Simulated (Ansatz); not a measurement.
Band-structure calculation, with input and output: MoSe2 (part 1 of 2)

System: MoSe2 (P6₃/mmc, 6 atoms in the cell).
Method: DFT, r2SCAN, plane waves, PAW, no spin polarisation (Ansatz 0.2.0).

The structure was built on a prototype by a generator. The geometry comes from this level: r2scan-rvv10. Figures and captions count atoms from 1; the log counts them from 0 in places.

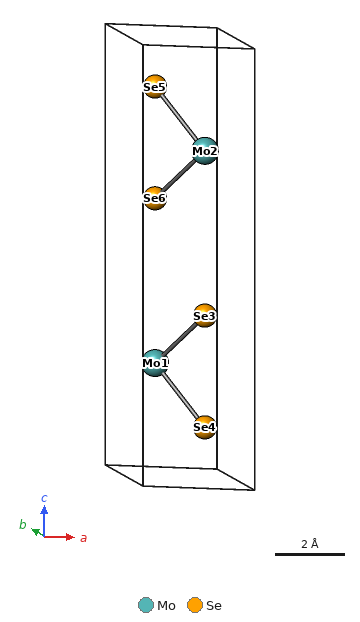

**Figure 1.** The structure as given in the input (ball-and-stick view of the cell of the calculation, seen slightly off an axis; atoms are numbered from 1 in the order of the input). Near neighbours in the crystal (not all of them lie inside the picture): Mo has 6 Se at 2.53 Å; Se has 3 Mo at 2.53 Å.

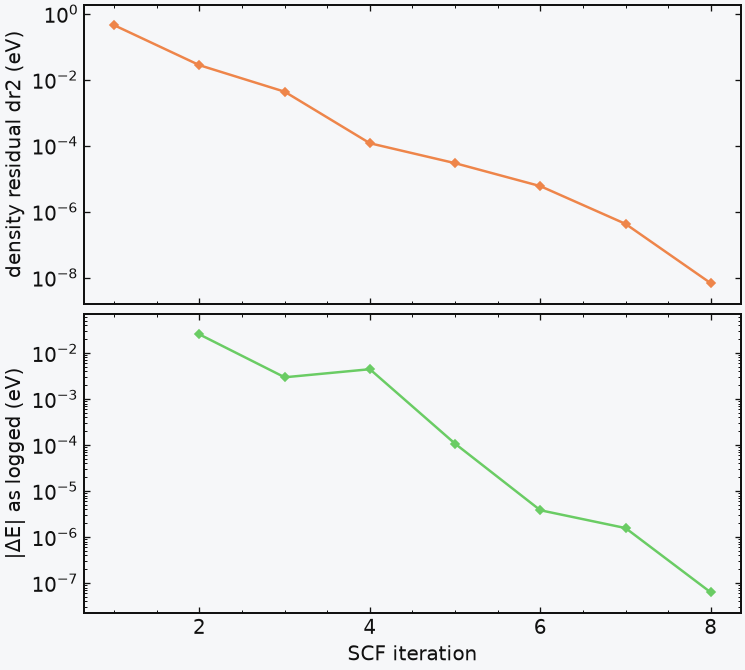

**Figure 2.** Convergence of the self-consistent field: density residual dr2 and size of the energy change against the SCF iteration. The residual falls at every step.

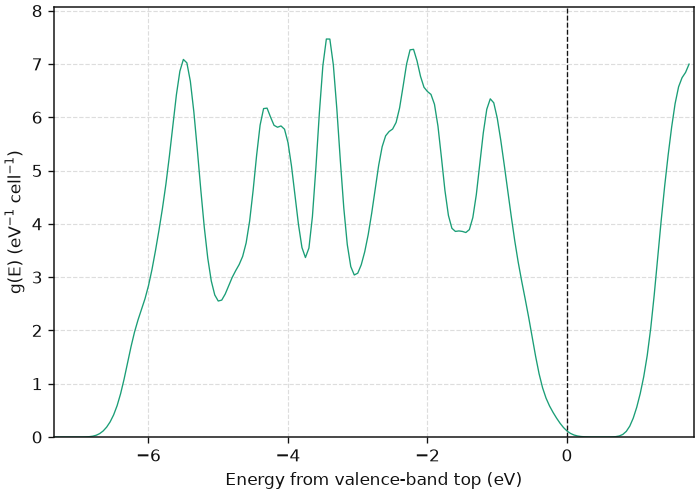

**Figure 3.** Density of states (the curve is built from the levels of the k mesh with Gaussians 0.3 eV wide, which also blur the band edges), with energies from the valence-band top. There is a gap of 1.03 eV on the k-point mesh. The curves stop near 1.8 eV above the Fermi level, where the computed bands end. Small ripples come from the finite k-point mesh.

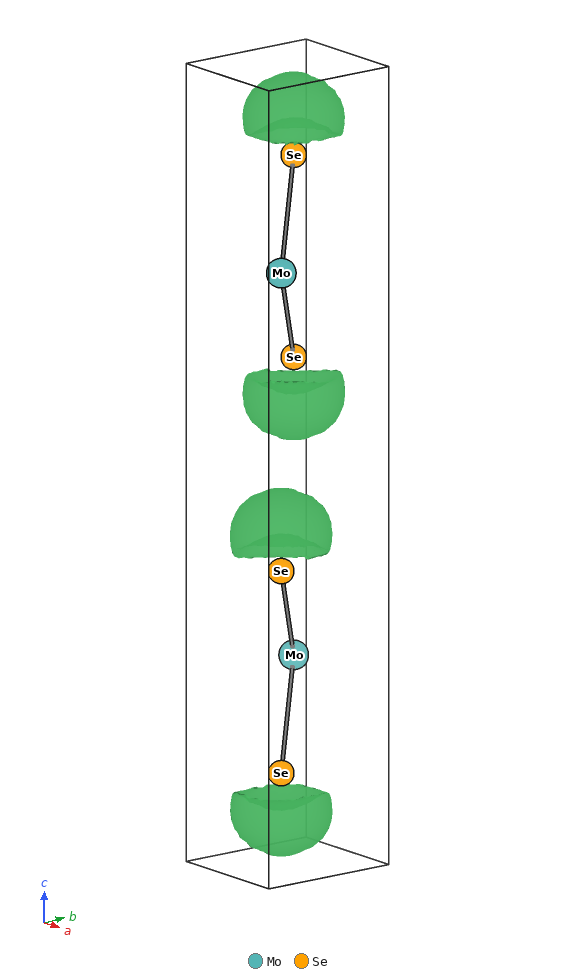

**Figure 4.** Isosurface of the electron localisation function at 0.8 (green), seen slightly off an axis. Core shells and regions of very low density are left out. Sticks mark near contacts. The outline is the cell set on symmetry axes. Along the contacts the grid gives the following. Mo–Se (2.53 Å): the ELF is about 0.50 at the midpoint. In a PAW calculation such maps are meaningful between the atoms, not at the nuclei.

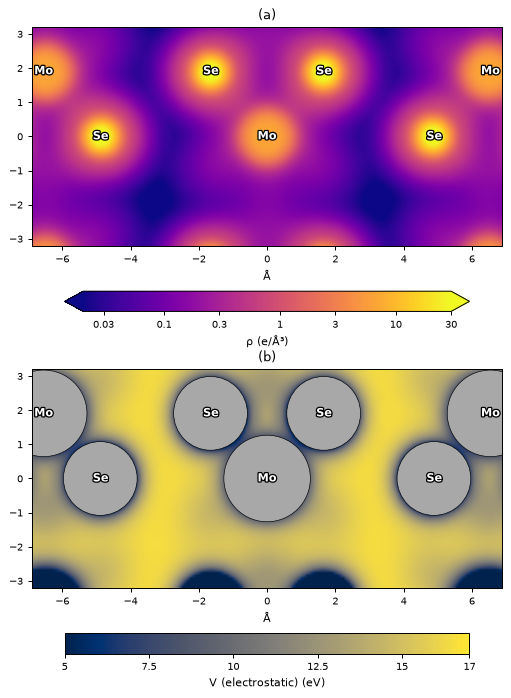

**Figure 5.** (a) valence pseudo-density; (b) electrostatic potential energy of an electron on the (110) plane of the conventional cell. Grey discs, where drawn, cover atomic cores. Atoms in the plane: Mo and Se. Mo–Se (2.53 Å): ρ at the midpoint is about 0.54 e/Å³. Away from the nuclei the density in this plane falls to 0.01 e/Å³ at its lowest. Outside the cores the potential energy rises away from the atoms and is highest about 2.5 Å from the nearest atoms; outside the discs it spans about 11 eV, and its zero is arbitrary.

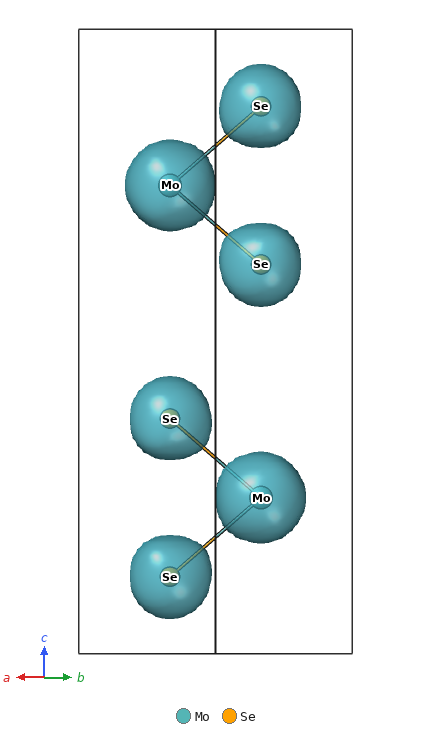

**Figure 6.** Isosurface of the valence charge density (pseudo) at 0.8 e/Å³ (cyan), seen along [110]. Sticks mark near contacts. The outline is the cell set on symmetry axes. At this value the density breaks into separate islands; it holds about 75 % of the electrons treated as valence (semicore included). It is pinched off along the Mo–Se (2.53 Å) contacts. On the grid the lowest density along these lines, outside the cores, is 0.54 e/Å³ (Mo–Se, 2.53 Å).

The input that produced these results follows, with the program's output.

Input
```yaml
crystal:
  lattice:
    - [3.3053967699, 0.0, 0.0]
    - [-1.652698385, 2.8625575724, 0.0]
    - [0.0, 0.0, 13.087830961]
  atoms:
    - { symbol: Mo, position: [0.3333333333, 0.6666666667, 0.25] }
    - { symbol: Mo, position: [0.6666666667, 0.3333333333, 0.75] }
    - { symbol: Se, position: [0.6666666667, 0.3333333333, 0.3766314215] }
    - { symbol: Se, position: [0.6666666667, 0.3333333333, 0.1233685785] }
    - { symbol: Se, position: [0.3333333333, 0.6666666667, 0.8766314215] }
    - { symbol: Se, position: [0.3333333333, 0.6666666667, 0.6233685785] }
kpoints:
  mp_grid: { grid: [12, 12, 2] }
  band_path:
    path:
      - [0.0, 0.0, 0.0]
      - [0.5, 0.0, 0.0]
      - [0.3333333333, 0.3333333333, 0.0]
      - [0.0, 0.0, 0.5]
      - [0.5, 0.0, 0.5]
      - [0.3333333333, 0.3333333333, 0.5]
      - [0.182292, 0.184896, 0.0]
    npoints: 1
hamiltonian:
  xc: r2scan
scf:
  occupations: { method: fixed }
  n_extra_bands: 5
output:
  forces: true
  stress: true
  eigenvalues: true
  write_density: true
  write_potential: true
  elf: true
  volumetric_format: npy
```

Launched with:
```bash
ansatz run input.yaml --threads 8 --pin off --max-ram 12902MiB --backend cpu --events-out ev --progress --plain --runs-dir out
```

Log
```
scf.n_extra_bands = 5 over 46 filled bands (N_el = 92.0): the run solves 51 bands
Engine: ansatz 0.2.0, x86_64-unknown-linux-gnu
Pseudopotentials: kind: paw
Pseudopotential: Mo, paw, valence charge 14, recommended cutoff 500 eV (meta_gga), Mo.paw.azcp
Pseudopotential: Se, paw, valence charge 16, recommended cutoff 500 eV (meta_gga), Se.paw.azcp
Functional definition: r2SCAN
  parameter k0 = 0.174
  parameter k1 = 0.065
  parameter a1 = 4.9479
  exchange = r2scan_x(k0 = k0, k1 = k1, a1 = a1)
  correlation = r2scan_c
Crystal: 6 atoms, lattice volume = 123.836 Å³
Basis set: ecut = 500 eV, 3119 PW (Γ), exchange–correlation on 100×100×384 points (64 copies of the dense FFT grid, shifted against one another)
Bands: 51, of which v1, the nominal top of the filled ones, is band 46 counted from 1 (45 counted from 0)
Symmetry: 24 space group operations
Space group: P63/mmc (ITA 194), of the structure as read, at distance tolerance 5.0e-5 Å
k-points: 38 of 288
Non-local potential: Mo, projectors of the file, l = 0: 3, l = 1: 2, l = 2: 2, l = 3: 1
Non-local potential: Se, projectors of the file, l = 0: 2, l = 1: 2, l = 2: 3, l = 3: 1
PAW form: soft (Blöchl's): semilocal exchange-correlation on the pseudo side does not see the compensation charge
PAW frozen core: Mo, regenerated for the run's functional (the file was generated under x = pbe(κ = 0.804, μ = 0.2195149727645171), c = pbe(β = 0.06672455060314922))
PAW frozen core: Se, regenerated for the run's functional (the file was generated under x = pbe(κ = 0.804, μ = 0.2195149727645171), c = pbe(β = 0.06672455060314922))
PAW one-centre angular grid: Mo, 590 points (default); XC on 160 Gauss nodes
PAW one-centre angular grid: Se, 590 points (default); XC on 160 Gauss nodes
Initial density: superposition of atomic densities (neutral atoms: chi_scale 0, normalization atom), corrected by the library's trained network
Initial wavefunctions: pseudopotential atomic-orbital guess
Functional: x = r2scan, c = r2scan; τ floored in thin density (d = 2e-4 eV/Å³)
SCF iter   1: F=—  HF=-31852.141634 eV  |F-HF|=—  |Δ(HF+E_count)|=         —  Δρ=1.28e-2  dr2=4.51e-1  dr2_τ=6.83e-2  ethr=1.77e-3  ⟨swp⟩=4.9  Hψ=6096  notcnv=0  defer=84
preconditioner: auto → Resta (q_TF=auto, 2.596 Å⁻¹)  ε∞=7.7  [insulator: Δε(μ)=1.012 eV  Ē_g=7.742 eV  n_scr=40 (ndim 8)  ℏωp=20.0 eV  f_vac=0.056  ε∞_Penn≈7.7]
SCF iter   2: F=—  HF=-31852.167042 eV  |F-HF|=—  |Δ(HF+E_count)|=   2.54e-2  Δρ=5.01e-3  dr2=2.77e-2  dr2_τ=2.03e-2  ethr=4.90e-4  ⟨swp⟩=2.1  Hψ=2980  notcnv=0  defer=85
SCF iter   3: F=—  HF=-31852.170011 eV  |F-HF|=—  |Δ(HF+E_count)|=   2.97e-3  Δρ=2.86e-3  dr2=4.35e-3  dr2_τ=2.67e-4  ethr=3.01e-5  ⟨swp⟩=2.0  Hψ=2485  notcnv=0  defer=110
SCF iter   4: F=—  HF=-31852.174457 eV  |F-HF|=—  |Δ(HF+E_count)|=   4.45e-3  Δρ=2.89e-4  dr2=1.19e-4  dr2_τ=1.57e-5  ethr=4.73e-6  ⟨swp⟩=2.7  Hψ=2945  notcnv=0  defer=112
SCF iter   5: F=—  HF=-31852.174351 eV  |F-HF|=—  |Δ(HF+E_count)|=   1.07e-4  Δρ=1.63e-4  dr2=2.96e-5  dr2_τ=1.67e-6  ethr=1.30e-7  ⟨swp⟩=2.0  Hψ=3576  notcnv=0  defer=99
SCF iter   6: F=—  HF=-31852.174347 eV  |F-HF|=—  |Δ(HF+E_count)|=   3.83e-6  Δρ=4.71e-5  dr2=5.96e-6  dr2_τ=3.70e-7  ethr=3.22e-8  ⟨swp⟩=2.0  Hψ=3585  notcnv=0  defer=36
SCF iter   7: F=—  HF=-31852.174349 eV  |F-HF|=—  |Δ(HF+E_count)|=   1.57e-6  Δρ=1.24e-5  dr2=4.27e-7  dr2_τ=6.83e-9  ethr=6.48e-9  ⟨swp⟩=2.0  Hψ=2526  notcnv=0  defer=37
SCF iter   8: F=-31852.174349 eV  HF=-31852.174349 eV  |F-HF|=2.95e-9  |Δ(HF+E_count)|=   6.28e-8  Δρ=1.99e-6  dr2=6.78e-9  dr2_τ=2.77e-10  ethr=1.09e-10  ⟨swp⟩=13.6  Hψ=15813  notcnv=0
SCF 1 converged in 8 iterations: F = -31852.174349 eV  dr2 = 6.78e-9
  greatest PAW one-centre occupation: 1.000 electrons in one spin orbital (limit 2), on the Se atom at site 5 (counted from 0), in its partial waves of l = 2
NSCF: frozen V_eff on 7 k-points
SCF converged after 8 iterations
Free energy (F): -31852.174349 eV
Harris-Foulkes:  -31852.174349 eV  (|F-HF|=2.95e-9)
Internal energy: -31852.174349 eV  (E = F + TS)
E sigma→0 (E₀):  -31852.174349 eV
Fermi energy:    11.874807 eV
--- Per-component energies (eV) ---
  E_band       = -1744.051698
  E_kinetic    = 1358.002149
  E_local      = -12134.095518  (includes V_loc(G=0)·N_el)
  E_nonlocal   = -2094.988512
  E_hartree    = 5736.238259
  E_xc         = -751.994936
  E_vxc        = -937.553400  (∫ρ·V_xc dr)
  E_paw        = -14135.027106  (= ΣΔE_a)
  E_vpaw       = 537.630944  (= ΣTr[D̂ρ^β])
  E_aug_tail   = -0.000821  (compensation charges beyond the density's cutoff)
  E_vtau       = 54.472769  (kinetic-family band-sum trace: ∫τ·v_τ [+ j·A + Jᵃ·Aᵃ] dr)
  E_ewald      = -9822.806377
  E_core_change = -7.501488  (= ΣΔE_core)
  E_smearing   = -0.000000  (= −TS)
  E_closure    = -0.000000  (closes the sum)
  Σ components = -31852.174349   (vs F -31852.174349, Δ=0.00e0)
--- Forces (eV/Å), atoms counted from 1 ---
  atom   1  Mo    -0.00000000    -0.00000000     0.00000000
  atom   2  Mo     0.00000000     0.00000000     0.00000000
  atom   3  Se    -0.00000000    -0.00000000    -0.04283799
  atom   4  Se    -0.00000000    -0.00000000     0.04283799
  atom   5  Se     0.00000000     0.00000000    -0.04283799
  atom   6  Se     0.00000000     0.00000000     0.04283799
  max |Σ_I F_I| component: 6.94e-18 eV/Å
--- Stress (GPa, compression-positive) ---
        1.260005      -0.000000       0.000000
        0.000000       1.260005       0.000000
        0.000000       0.000000       1.144515
  P = ⅓ Tr σ = 1.2215 GPa (12.215 kbar)
--- Band table (eV; the first three rows and the last of 38) ---
```
